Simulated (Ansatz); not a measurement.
## Electronic structure of SiNi$_{2}$ in real space

Input file:

```
crystal:
  lattice:
    - [4.0684033542, 0.0, 0.0]
    - [-2.0342016771, 3.5233406576, 0.0]
    - [0.0, 0.0, 4.8716573677]
  atoms:
    - { symbol: Si, position: [0.3333333333, 0.6666666667, 0.75] }
    - { symbol: Si, position: [0.6666666667, 0.3333333333, 0.25] }
    - { symbol: Ni, position: [0.0, 0.0, 0.0] }
    - { symbol: Ni, position: [0.0, 0.0, 0.5] }
    - { symbol: Ni, position: [0.3333333333, 0.6666666667, 0.25] }
    - { symbol: Ni, position: [0.6666666667, 0.3333333333, 0.75] }
basis:
  ecutwfc: 420
kpoints:
  mp_grid: { grid: [12, 12, 8] }
hamiltonian:
  xc: pbe
scf:
  occupations: { method: gaussian, width: 0.1 }
output:
  forces: true
  stress: true
  eigenvalues: true
  write_density: true
  write_potential: true
  elf: true
  volumetric_format: npy
relax:
  adjacent_minimum: "off"
  f_tol: 0.008
  max_steps: 40
  cell: { stress_tol: 0.015, fix: [a, b, gamma] }
```

Command:

```sh
ansatz run input.yaml --threads 1 --pin off --max-ram 2560MiB --backend cpu --events-out ev --progress --plain --runs-dir out
```

Below, planes, directions and counts refer to the conventional cell (a = 4.07 Å, b = 4.07 Å, c = 4.88 Å, α = 90.00°, β = 90.00°, γ = 120.00°).

The fields are those of the relaxed geometry.

Space group P6₃/mmc; changed on purpose from its base cell (biaxial strain in the a-b plane, c and atoms relaxed: +4.0 %); computed pressure about −10 GPa in this cell; computed without spin polarisation.

Computed with DFT PBE, scalar-relativistic, plane waves, PAW (Ansatz).

Core electrons are frozen (PAW), and the valence fields are smoothed inside the atomic spheres.

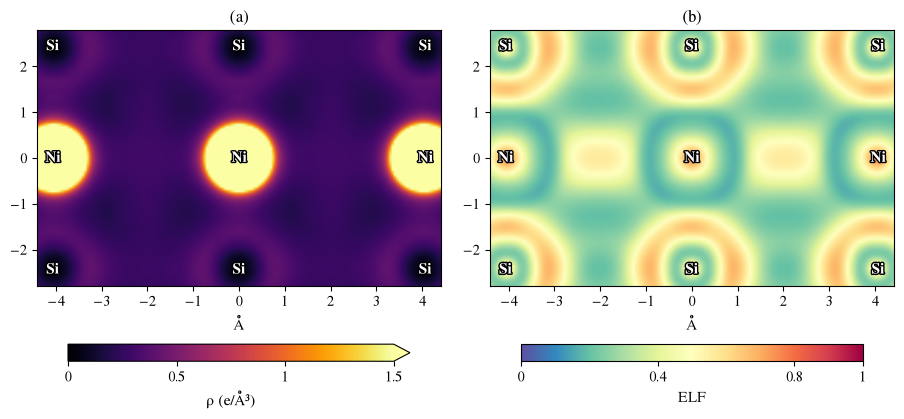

Figure 1. (a) valence pseudo-density; (b) ELF on the (100) plane of the conventional cell.

Question: What do the fields say about this system?

Answer: The section cuts through Si and Ni sites. Si–Ni (2.44 Å): ρ is about 0.36 e/Å³ halfway; the ELF peaks at about 0.65 in the valence shell of Si, 0.9 Å from its nucleus, and is about 0.45 at the midpoint. Between the atoms the lowest density in this plane is 0.19 e/Å³. The features right at Ni lie inside the PAW spheres, where the map follows smoothed inner orbitals and isn't to be read closely.

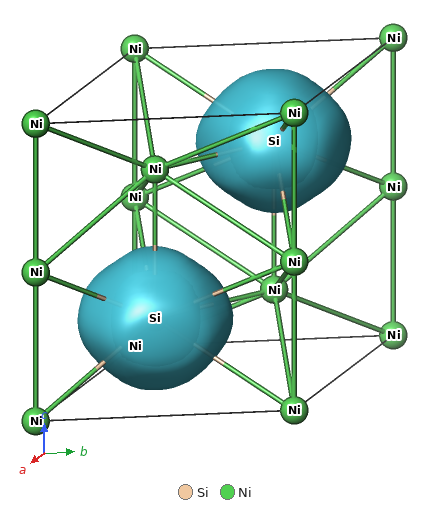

Figure 2. Isosurface of the ELF at 0.55 (cyan), seen at an oblique angle. Only the valence region is drawn (cores and ρ < 0.01 e/Å³ removed). Sticks mark near contacts.

Question: Describe the localisation domains.

Answer: The ELF exceeds this value in two regions wrapped around Si (the valence shell of each), counted in one cell of 6 atoms. Any copies at cell faces, edges or corners count once. Along the contacts the grid gives the following. Si–Ni (2.35 Å): the ELF peaks at about 0.70 between the atoms. Ni–Ni (2.44 Å): the ELF is about 0.25 at the midpoint (no localised pair shows between them).

Question: Does the calculation make it a metal, or give it a gap?

Answer: It is metallic or semimetallic at this level of theory: no gap opens.
